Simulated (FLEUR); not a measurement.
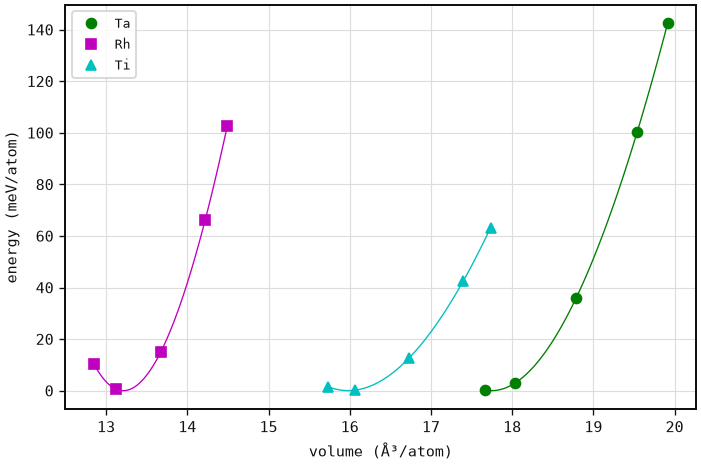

How it was computed, with FLEUR MaX-R8.1 (later development tree): all-electron LAPW DFT, no spin polarisation; energies at scaled volumes of the given cell, shape and fractions fixed, counted from the fit's minimum, third-order Birch-Murnaghan fit. Level: LDA.

occupations Fermi–Dirac; smearing width 0.05 eV; potentials all electron.

Caption: Energy against volume, with one curve for each element, for Rh, Ta and Ti (all in space group Fm-3m (No. 225)).

Settings that differ: Ta: k mesh 11×11×11; Rh: k mesh 12×12×12; Ti: k mesh 11×11×11.

The fitted equilibrium volumes, smallest first, are Rh 13.211, Ti 15.981, Ta 17.747 Å³/atom. The fitted bulk moduli, smallest first, are Ti 123.7, Ta 205.6, Rh 319.5 GPa.
